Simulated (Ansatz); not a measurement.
## BN: a changed input and its effect

System: BN (F-43m, 2 atoms in the cell).
Method of the first run: DFT HSE06, scalar-relativistic, plane waves, PAW, no spin polarisation (Ansatz 0.2.0).

Text and figures count atoms from 1; the logs count them from 0 in places.

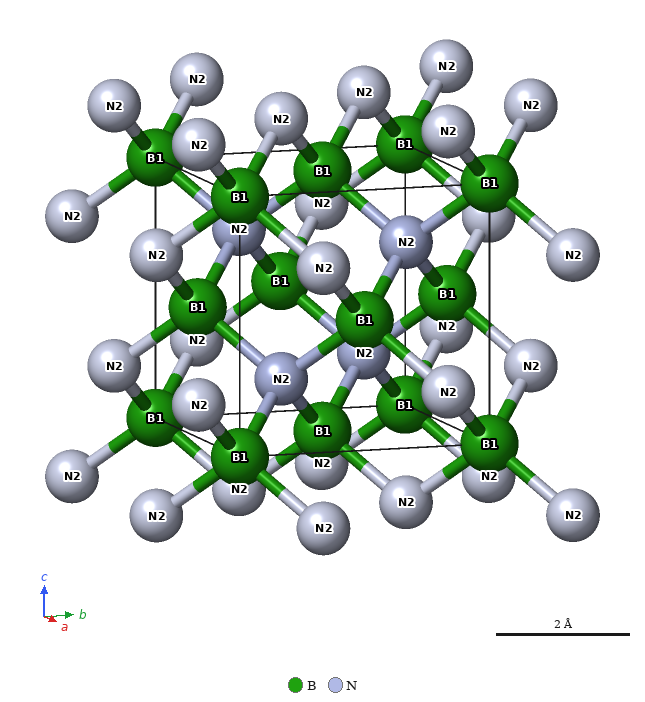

Figure 1. The structure as given in the input (ball-and-stick view of the cell 4 times as large as that of the calculation, set on its symmetry axes, seen slightly off an axis; neighbours outside the cell are drawn fainter; atoms are numbered from 1 in the order of the input). An atom can appear more than once, as a periodic image. Near neighbours in the periodic cell (some may lie outside the picture): B has 4 N at 1.72 Å; N has 4 B at 1.72 Å.

**Input, the first run**
```yaml
crystal:
  lattice:
    - [0.0, 1.9866622763, 1.9866622763]
    - [1.9866622763, 0.0, 1.9866622763]
    - [1.9866622763, 1.9866622763, 0.0]
  atoms:
    - { symbol: B, position: [0.0, 0.0, 0.0] }
    - { symbol: "N", position: [0.25, 0.25, 0.25] }
basis:
  ecutwfc: 420
kpoints:
  mp_grid: { grid: [8, 8, 8] }
hamiltonian:
  xc: hse06
scf:
  occupations: { method: gaussian, width: 0.05 }
output:
  forces: true
  stress: true
  eigenvalues: true
```

Launched with:
```bash
ansatz run input.yaml --threads 4 --pin off --max-ram 12288MiB --backend cpu --events-out ev --progress --plain --runs-dir out
```

Hardware: 4 threads of AMD EPYC (Zen 5), 32 GiB of memory available, shared host.

**Output, shortened to warnings, some set-up lines, iterations and results (the first run)**
```
Warning: output.stress: scf.convergence.dr2_threshold = 1e-7 eV (the SCF's general default) is looser than the 2e-10 eV advised for a printed stress (1e-10 eV for each atom of the cell: 2). What an SCF threshold leaves in a stress goes as its square root, and in the free energy as the threshold itself, and one threshold admits the most on a small cell: of the crystals measured, under no hybrid …
Warning: output.stress: scf.exx.energy_threshold = 1e-6 eV is looser than the 2e-8 eV advised for a stress under a hybrid functional (1e-8 eV for each atom of the cell: 2). Every SCF of the exchange loop can meet its threshold on dr2 while the loop round them stops early: no threshold on dr2 bounds what that leaves in the stress. Set scf.exx.energy_threshold to 2e-8 eV or tighter. The threshold …
Basis set: ecut = 420 eV, 331 PW (Γ), exchange–correlation on 40×40×40 points (8 copies of the dense FFT grid, shifted against one another)
Symmetry: 24 space group operations
k-points: 29 of 512 (time reversal used)
Initial density: superposition of atomic densities (neutral atoms: chi_scale 0, normalization atom), corrected by the library's trained network
[...]
SCF iter   1: F=—  HF=-541.384451 eV  |F-HF|=—  |Δ(HF+E_count)|=         —  Δρ=2.13e-3  dr2=2.07e-4  ethr=1.77e-3  ⟨swp⟩=2.0  Hψ=1461  notcnv=0
SCF iter   2: F=-541.384748 eV  HF=-541.384668 eV  |F-HF|=7.96e-5  |Δ(HF+E_count)|=   2.17e-4  Δρ=1.07e-3  dr2=5.05e-5  ethr=2.59e-6  ⟨swp⟩=2.0  Hψ=350  notcnv=0
SCF 1 stopped early in 2 iterations: F = -541.384748 eV  dr2 = 5.05e-5
SCF iter   1: F=—  HF=-541.343895 eV  |F-HF|=—  |Δ(HF+E_count)|=         —  Δρ=9.58e-3  dr2=8.73e-3  ethr=6.31e-6  ⟨swp⟩=5.1  Hψ=1049  notcnv=0
SCF iter   2: F=—  HF=-541.340578 eV  |F-HF|=—  |Δ(HF+E_count)|=   3.32e-3  Δρ=4.52e-3  dr2=1.45e-3  ethr=6.31e-6  ⟨swp⟩=3.0  Hψ=571  notcnv=0
[... 5 lines ...]
SCF 2 stopped early in 7 iterations: F = -541.342710 eV  dr2 = 3.00e-7
SCF iter   1: F=—  HF=-541.342699 eV  |F-HF|=—  |Δ(HF+E_count)|=         —  Δρ=2.70e-5  dr2=6.53e-8  ethr=3.10e-7  ⟨swp⟩=3.3  Hψ=631  notcnv=0
SCF iter   2: F=—  HF=-541.342699 eV  |F-HF|=—  |Δ(HF+E_count)|=   6.30e-8  Δρ=1.24e-5  dr2=1.39e-8  ethr=6.72e-10  ⟨swp⟩=3.1  Hψ=461  notcnv=0
SCF iter   3: F=-541.342699 eV  HF=-541.342699 eV  |F-HF|=8.05e-10  |Δ(HF+E_count)|=   2.44e-9  Δρ=5.15e-6  dr2=1.29e-9  ethr=1.11e-10  ⟨swp⟩=2.2  Hψ=369  notcnv=0  defer=2
SCF 3 converged in 3 iterations: F = -541.342699 eV  dr2 = 1.29e-9
  Residual-converged pass: ⟨swp⟩=2.1  Hψ=350  notcnv=0  max |occ|·‖R‖ = 2.4e-6 eV (tolerance 2.4e-6 eV)  dr2=1.27e-9  dr2_onsite=7.04e-10  max |Δocc| = 0.0e0
hybrid outer 2: dexx = +6.516e-8 eV, tail = 5.23e-9 eV, Δε = 2.69e-3 eV (about 9.11e-5 eV left of the loop's levels)
hybrid SCF converged: 2 outer / 10 inner (+2 warm-up), last move |dexx| = 6.52e-8 eV, tail = 5.23e-9 eV
Stability not checked: this state was not tested for a lower state beside it, because the functional holds exact exchange (a hybrid, or Hartree-Fock), whose exchange loop this test does not read (fock_operator; see scf.lower_state_search)
Free energy (F): -541.342699 eV
Frozen-core exchange: fock
Harris-Foulkes:  -541.342699 eV  (|F-HF|=8.05e-10)
Internal energy: -541.342699 eV  (E = F + TS)
E sigma→0 (E₀):  -541.342699 eV
Fermi energy:    9.020295 eV
--- Per-component energies (eV) ---
  E_band       = -7.466666
  E_kinetic    = 170.442238
  E_local      = -201.752261  (includes V_loc(G=0)·N_el)
  E_nonlocal   = 53.777400
  E_hartree    = 56.693721
  E_xc         = -72.628359
  E_vxc        = -89.224691  (∫ρ·V_xc dr)
  E_exx        = -18.212387  (= α·E_x^exact, valence–valence)
  E_paw        = -203.563829  (= ΣΔE_a)
  E_vpaw       = -17.671840  (= ΣTr[D̂ρ^β])
  E_aug_tail   = 0.000089  (compensation charges beyond the density's cutoff)
  E_ewald      = -326.064607
  E_core_change = -0.034703  (= ΣΔE_core)
  E_smearing   = -0.000000  (= −TS)
  E_closure    = -0.000000  (closes the sum)
  Σ components = -541.342699   (vs F -541.342699, Δ=-1.14e-13)
--- Forces (eV/Å), atoms counted from 1 ---
  atom   1  B      0.00000000    -0.00000000    -0.00000000
  atom   2  N     -0.00000000    -0.00000000     0.00000000
  max |Σ_I F_I| component: 4.44e-16 eV/Å
--- Stress (GPa, compression-positive) ---
      -69.562856       0.000000      -0.000000
        0.000000     -69.562856       0.000000
       -0.000000       0.000000     -69.562856
  P = ⅓ Tr σ = -69.5629 GPa (-695.629 kbar)
```

For the second run the input was changed thus:
```diff
-    - [0.0, 1.9866622763, 1.9866622763]
-    - [1.9866622763, 0.0, 1.9866622763]
-    - [1.9866622763, 1.9866622763, 0.0]
+    - [0.0, 1.7992816384, 1.7992816384]
+    - [1.7992816384, 0.0, 1.7992816384]
+    - [1.7992816384, 1.7992816384, 0.0]
```

How does the second run compare with the first run?

With the same functional and potentials, the second run lies 556.0 meV per atom lower. The gap on the mesh goes from 5.34 to 5.81 eV. The pressure goes from −69.56 to −0.78 GPa. The volume per atom goes from 7.84 to 5.83 Å³. The SCF takes 11 iterations against 12. The plane waves at Γ go from 331 to 259.

**Output, shortened to warnings, some set-up lines, iterations and results (the second run)**
```
Warning: output.stress: scf.convergence.dr2_threshold = 1e-7 eV (the SCF's general default) is looser than the 2e-10 eV advised for a printed stress (1e-10 eV for each atom of the cell: 2). What an SCF threshold leaves in a stress goes as its square root, and in the free energy as the threshold itself, and one threshold admits the most on a small cell: of the crystals measured, under no hybrid …
Warning: output.stress: scf.exx.energy_threshold = 1e-6 eV is looser than the 2e-8 eV advised for a stress under a hybrid functional (1e-8 eV for each atom of the cell: 2). Every SCF of the exchange loop can meet its threshold on dr2 while the loop round them stops early: no threshold on dr2 bounds what that leaves in the stress. Set scf.exx.energy_threshold to 2e-8 eV or tighter. The threshold …
Basis set: ecut = 420 eV, 259 PW (Γ), exchange–correlation on 36×36×36 points (8 copies of the dense FFT grid, shifted against one another)
Symmetry: 24 space group operations
k-points: 29 of 512 (time reversal used)
Initial density: superposition of atomic densities (neutral atoms: chi_scale 0, normalization atom), corrected by the library's trained network
[...]
SCF iter   1: F=—  HF=-542.268685 eV  |F-HF|=—  |Δ(HF+E_count)|=         —  Δρ=1.53e-3  dr2=1.02e-4  ethr=1.77e-3  ⟨swp⟩=2.0  Hψ=1481  notcnv=0
SCF iter   2: F=-542.268939 eV  HF=-542.268871 eV  |F-HF|=6.82e-5  |Δ(HF+E_count)|=   1.86e-4  Δρ=8.16e-4  dr2=2.03e-5  ethr=1.28e-6  ⟨swp⟩=2.0  Hψ=352  notcnv=0  defer=1
SCF 1 stopped early in 2 iterations: F = -542.268939 eV  dr2 = 2.03e-5
SCF iter   1: F=—  HF=-542.455052 eV  |F-HF|=—  |Δ(HF+E_count)|=         —  Δρ=9.36e-3  dr2=4.93e-3  ethr=2.53e-6  ⟨swp⟩=5.3  Hψ=1086  notcnv=0
SCF iter   2: F=—  HF=-542.453149 eV  |F-HF|=—  |Δ(HF+E_count)|=   1.90e-3  Δρ=4.30e-3  dr2=8.51e-4  ethr=2.53e-6  ⟨swp⟩=3.0  Hψ=536  notcnv=0
SCF iter   3: F=—  HF=-542.454766 eV  |F-HF|=—  |Δ(HF+E_count)|=   1.62e-3  Δρ=1.36e-3  dr2=1.78e-4  ethr=2.53e-6  ⟨swp⟩=3.0  Hψ=469  notcnv=0
SCF iter   4: F=—  HF=-542.454711 eV  |F-HF|=—  |Δ(HF+E_count)|=   5.51e-5  Δρ=4.10e-4  dr2=1.97e-5  ethr=1.87e-7  ⟨swp⟩=2.0  Hψ=742  notcnv=0
SCF iter   5: F=-542.454705 eV  HF=-542.454705 eV  |F-HF|=1.12e-7  |Δ(HF+E_count)|=   5.60e-6  Δρ=7.50e-5  dr2=1.66e-6  ethr=1.87e-7  ⟨swp⟩=2.1  Hψ=351  notcnv=0
SCF 2 stopped early in 5 iterations: F = -542.454705 eV  dr2 = 1.66e-6
SCF iter   1: F=—  HF=-542.454743 eV  |F-HF|=—  |Δ(HF+E_count)|=         —  Δρ=8.66e-5  dr2=6.86e-7  ethr=5.21e-7  ⟨swp⟩=3.9  Hψ=624  notcnv=0
SCF iter   2: F=—  HF=-542.454743 eV  |F-HF|=—  |Δ(HF+E_count)|=   1.62e-7  Δρ=1.59e-5  dr2=3.36e-8  ethr=7.58e-9  ⟨swp⟩=3.0  Hψ=418  notcnv=0
SCF iter   3: F=—  HF=-542.454743 eV  |F-HF|=—  |Δ(HF+E_count)|=   1.21e-7  Δρ=1.11e-5  dr2=1.35e-8  ethr=1.40e-10  ⟨swp⟩=3.2  Hψ=551  notcnv=0
SCF iter   4: F=-542.454743 eV  HF=-542.454743 eV  |F-HF|=1.40e-10  |Δ(HF+E_count)|=   4.11e-9  Δρ=1.99e-6  dr2=2.14e-10  ethr=1.40e-10  ⟨swp⟩=2.6  Hψ=370  notcnv=0
SCF 3 converged in 4 iterations: F = -542.454743 eV  dr2 = 2.14e-10
  Residual-converged pass: ⟨swp⟩=3.0  Hψ=412  notcnv=0  max |occ|·‖R‖ = 2.3e-6 eV (tolerance 2.4e-6 eV)  dr2=2.26e-10  dr2_onsite=2.66e-11  max |Δocc| = 0.0e0
hybrid outer 2: dexx = +1.470e-7 eV, tail = 2.16e-9 eV, Δε = 1.75e-3 eV (about 3.34e-5 eV left of the loop's levels)
hybrid SCF converged: 2 outer / 9 inner (+2 warm-up), last move |dexx| = 1.47e-7 eV, tail = 2.16e-9 eV
Stability not checked: this state was not tested for a lower state beside it, because the functional holds exact exchange (a hybrid, or Hartree-Fock), whose exchange loop this test does not read (fock_operator; see scf.lower_state_search)
Free energy (F): -542.454743 eV
Frozen-core exchange: fock
Harris-Foulkes:  -542.454743 eV  (|F-HF|=1.40e-10)
Internal energy: -542.454743 eV  (E = F + TS)
E sigma→0 (E₀):  -542.454743 eV
Fermi energy:    13.437358 eV
--- Per-component energies (eV) ---
  E_band       = 14.946745
  E_kinetic    = 186.423794
  E_local      = -172.887044  (includes V_loc(G=0)·N_el)
  E_nonlocal   = 55.621849
  E_hartree    = 48.731416
  E_xc         = -75.830734
  E_vxc        = -93.389741  (∫ρ·V_xc dr)
  E_exx        = -19.622972  (= α·E_x^exact, valence–valence)
  E_paw        = -204.834852  (= ΣΔE_a)
  E_vpaw       = -19.039134  (= ΣTr[D̂ρ^β])
  E_aug_tail   = 0.000103  (compensation charges beyond the density's cutoff)
  E_ewald      = -360.021600
  E_core_change = -0.034703  (= ΣΔE_core)
  E_smearing   = -0.000000  (= −TS)
  E_closure    = -0.000001  (closes the sum)
  Σ components = -542.454743   (vs F -542.454743, Δ=0.00e0)
--- Forces (eV/Å), atoms counted from 1 ---
  atom   1  B      0.00000000    -0.00000000     0.00000000
  atom   2  N     -0.00000000    -0.00000000     0.00000000
  max |Σ_I F_I| component: 7.03e-16 eV/Å
--- Stress (GPa, compression-positive) ---
       -0.783981      -0.000000      -0.000000
       -0.000000      -0.783981       0.000000
       -0.000000       0.000000      -0.783981
  P = ⅓ Tr σ = -0.7840 GPa (-7.840 kbar)
```

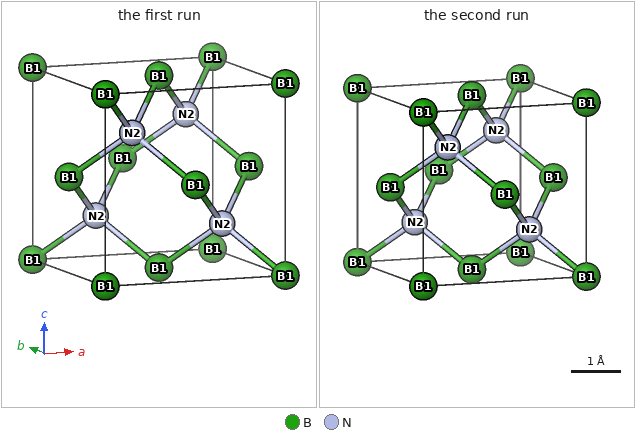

Figure 2. The two input geometries at one scale (ball-and-stick view of the cell 4 times as large as that of the calculation, set on its symmetry axes, seen slightly off an axis). The atoms keep their places relative to the cell (all moves are under 0.005 Å). The drawn cell changes as follows: a = b = c 3.973 → 3.599 Å (−9.4 %); the volume changes by −25.7 %. Among the contacts that change: B1–N2 1.721 → 1.558 Å.

**The two runs side by side**

| quantity | the first run | the second run |
| --- | --- | --- |
| outcome | converged | converged |
| free energy per atom (eV) | −270.6713 | −271.2274 |
| gap on the mesh (eV) | 5.34 | 5.81 |
| pressure (GPa) | −69.56 | −0.78 |
| volume per atom (Å³) | 7.84 | 5.83 |
| largest force (eV/Å) | 0.000 | 0.000 |
| SCF iterations | 12 | 11 |
| irreducible k-points | 29 | 29 |
| plane waves at Γ | 331 | 259 |
| wall time (shared host) | 2.9 s | 2.5 s |

For both runs: Warnings: the exchange loop's threshold is looser than advised for the stress; the SCF threshold is looser than advised for the printed stress. For the first run: The cell is under a tension of 70 GPa at this level, so it is not at its equilibrium volume.
